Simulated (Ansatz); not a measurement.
**Sb: 6 runs along one coordinate**

System: Sb (1 atom in the cell).
Method: DFT, PBE, all-electron PAW with datasets made for the crystal, scalar-relativistic, no spin polarisation (Ansatz 0.2.0).

The 6 runs differ only in the geometry, by a strain of the cell at fixed fractional positions. Against run 4, the strain is εxx = −0.01 η, εxy = η, εxz = η, εyy = −0.01 η, εyz = η and εzz = −0.01 η. The structure derives from an entry of the Crystallography Open Database.

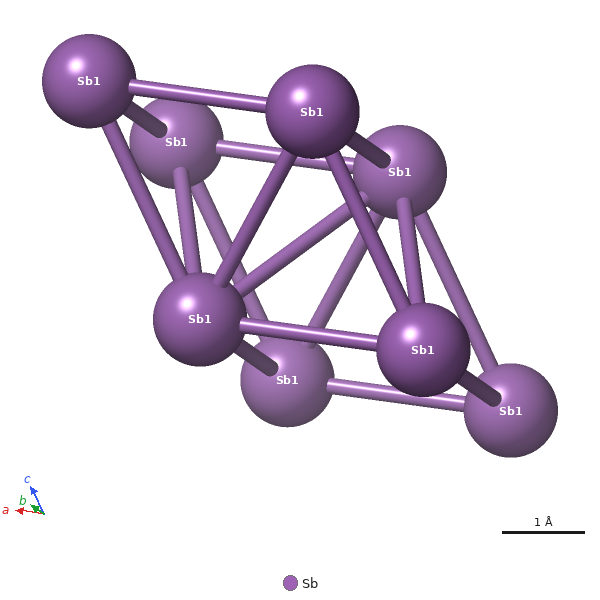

Figure 1. The structure of run 4 (ball-and-stick view of the reduced cell, seen at an oblique angle; atoms are numbered from 1 in the order of the input).

**Input of run 4**
```yaml
crystal:
  lattice:
    - [-1.485075, 1.509875, 2.48]
    - [1.509875, -1.485075, 2.48]
    - [1.500125, 1.500125, -2.46495]
  atoms:
    - { symbol: Sb, position: [0.0, 0.0, 0.0] }
kpoints:
  mp_grid: { grid: [19, 19, 19] }
scf:
  occupations: { method: fermi_dirac, width: 0.05 }
hamiltonian:
  xc: pbe
  pseudopotentials: { kind: all_electron, datasets: crystal }
output:
  forces: true
  stress: true
  eigenvalues: true
  efg: { contact_densities: true }
```

Command:
```bash
ansatz run input.yaml --threads 1 --pin off --max-ram 3072MiB --backend cpu --events-out ev --progress --plain --runs-dir out
```

Lattice vectors (Å) and fractional positions of run 4:
```
  -1.485075    1.509875    2.480000
   1.509875   -1.485075    2.480000
   1.500125    1.500125   -2.464950
Sb  0.000000  0.000000  0.000000
```

Run 2 differs from it as follows:
```diff
-    - [-1.485075, 1.509875, 2.48]
-    - [1.509875, -1.485075, 2.48]
-    - [1.500125, 1.500125, -2.46495]
+    - [-1.54485, 1.49525, 2.48]
+    - [1.49525, -1.54485, 2.48]
+    - [1.51475, 1.51475, -2.5101]
```

**Results, with one run withheld**

```csv
run,strain parameter η (%),"free energy per atom, from the lowest run given (meV)",pressure (GPa)
1,−1.9901,2.12,19.45
2,−1.4926,?,?
3,−0.9951,1.04,19.27
4,0.0000,0.90,19.28
5,0.4975,0.74,19.35
6,0.9951,0.00,19.45
```

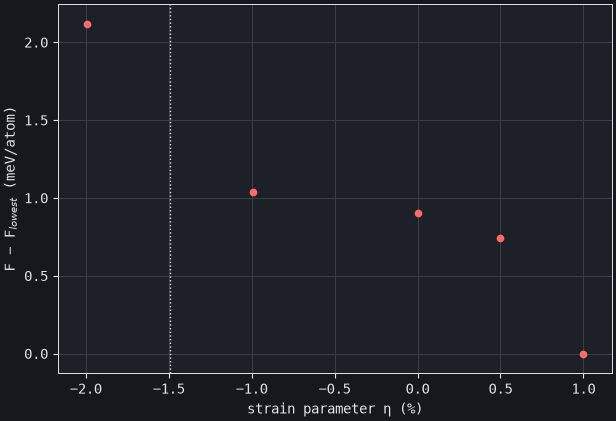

Figure 2. Free energy per atom of the runs given; the dotted line marks run 2.

Fit the runs given and predict run 2.

A cubic polynomial in the coordinate, fitted to the 5 runs given, misses them by at most 0.04 meV per atom. With x = η + 0.2985, it reads F = 0.97005 − 0.029773 x − 0.14401 x² − 0.31284 x³ (meV per atom). At run 2 it gives 1.33 meV per atom, and the run itself gives 1.76. The fit has no minimum inside this range.

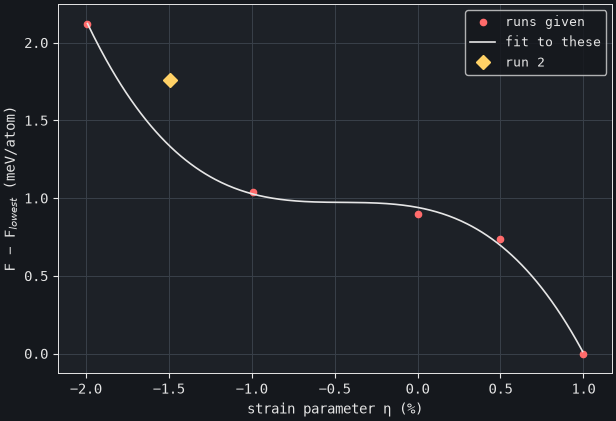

Figure 3. The fit and the withheld run.

**Output, shortened to warnings, some set-up lines, iterations and results (run 2)**
```
Basis set: ecut = 180 eV, 129 PW (Γ), exchange–correlation on 30×30×30 points (8 copies of the dense FFT grid, shifted against one another)
Symmetry: 4 space group operations
k-points: 1810 of 6859
Initial density: superposition of atomic densities (neutral atoms: chi_scale 0, normalization atom)
[...]
SCF iter   1: F=—  HF=-176367.647196 eV  |F-HF|=—  |Δ(HF+E_count)|=         —  Δρ=1.03e-2  dr2=2.44e-2  ethr=6.84e-4  ⟨swp⟩=5.2  Hψ=100086  notcnv=0
SCF iter   2: F=—  HF=-176367.637288 eV  |F-HF|=—  |Δ(HF+E_count)|=   9.91e-3  Δρ=4.92e-3  dr2=5.44e-3  ethr=4.87e-4  ⟨swp⟩=3.7  Hψ=32288  notcnv=0  defer=376
SCF iter   3: F=—  HF=-176367.632206 eV  |F-HF|=—  |Δ(HF+E_count)|=   5.08e-3  Δρ=5.39e-4  dr2=3.74e-5  ethr=7.53e-7  ⟨swp⟩=2.7  Hψ=58990  notcnv=0  defer=139
SCF iter   4: F=—  HF=-176367.632036 eV  |F-HF|=—  |Δ(HF+E_count)|=   1.70e-4  Δρ=2.83e-4  dr2=1.38e-5  ethr=7.48e-7  ⟨swp⟩=2.1  Hψ=18062  notcnv=0  defer=113
SCF iter   5: F=—  HF=-176367.632006 eV  |F-HF|=—  |Δ(HF+E_count)|=   2.93e-5  Δρ=3.61e-5  dr2=3.11e-7  ethr=2.76e-7  ⟨swp⟩=2.9  Hψ=20246  notcnv=0  defer=32
SCF iter   6: F=-176367.632006 eV  HF=-176367.632006 eV  |F-HF|=4.39e-9  |Δ(HF+E_count)|=   3.37e-7  Δρ=3.88e-6  dr2=1.98e-9  ethr=6.22e-9  ⟨swp⟩=2.0  Hψ=17758  notcnv=0  …
SCF 1 converged in 6 iterations: F = -176367.632006 eV  dr2 = 1.98e-9
  Residual-converged pass: ⟨swp⟩=3.2  Hψ=22284  notcnv=0  max |occ|·‖R‖ = 3.7e-6 eV (tolerance 3.7e-6 eV)  dr2=1.54e-9  dr2_onsite=1.13e-8  max |Δocc| = 1.1e-9
SCF converged after 6 iterations
Free energy (F): -176367.632006 eV
Harris-Foulkes:  -176367.632006 eV  (|F-HF|=4.39e-9)
Internal energy: -176367.626865 eV  (E = F + TS)
E sigma→0 (E₀):  -176367.629436 eV
Entropy (-TS):   -0.005141 eV (-5.141 meV/atom)
Past the cutoff: the bands carry plane waves up to 1.75 times it, of which those up to 1.5 times it add -0.000051 eV an atom, each by itself; the spheres take 0.000093 eV an atom off the energy for waves past 1.75 times it
By the cutoff:   a pressure is off by up to 0.005 GPa (1.2 times the spheres' own share and the shells' term, over an atom's volume, and 0.004 GPa: a bound that held against runs at twice the plane waves)
Past the cutoffs: a stress includes 0.0003 GPa for waves and charges beyond them, in addition to the slope of what the spheres take
In the spheres:  the bands' charges fall short by 2.7e-7 e at most (sound up to 1e-3), those of shells solved beside the bands by 1.1e-6 e (sound up to 5e-4)
Fermi energy:    18.451243 eV
--- Per-component energies (eV) ---
  E_band       = 62.702094
  E_kinetic    = 55.524892
  E_local      = -855.737633  (includes V_loc(G=0)·N_el)
  E_nonlocal   = 8.438164
  E_hartree    = 439.700229
  E_xc         = -89.987856
  E_vxc        = -92.462431  (∫ρ·V_xc dr)
  E_paw        = -178348.802654  (= ΣΔE_a)
  E_vpaw       = -4012.633097  (= ΣTr[D̂ρ^β])
  E_ewald      = -1656.935036
  E_smearing   = -0.005141  (= −TS)
  E_closure    = 4080.173029  (closes the sum)
  Σ components = -176367.632006   (vs F -176367.632006, Δ=0.00e0)
  The terms above E_closure are by the made datasets' own strengths, without shells solved beside the bands.
--- Forces (eV/Å), atoms counted from 1 ---
  atom   1  Sb    -0.00000000    -0.00000000     0.00000000
  max |Σ_I F_I| component: 1.48e-31 eV/Å
--- Stress (GPa, compression-positive) ---
       19.844446      -0.456494       0.168607
       -0.456494      19.844446       0.168607
        0.168607       0.168607      18.392654
  P = ⅓ Tr σ = 19.3605 GPa (193.605 kbar)
  It holds what live shells' own plane waves past their cutoff add
--- PAW observables at the nuclei: V_zz in 10²¹ V/m², potentials from the cell's mean, atoms counted from 1 ---
  atom   1  Sb V_zz =    +3.452180   η = 0.1529   by run symmetry: allowed
            electrostatic potential = -8415.420353 V   contact ρ = 1350025.703693 e/Å³
```

The program warns: the field gradients leave out spin–orbit coupling.
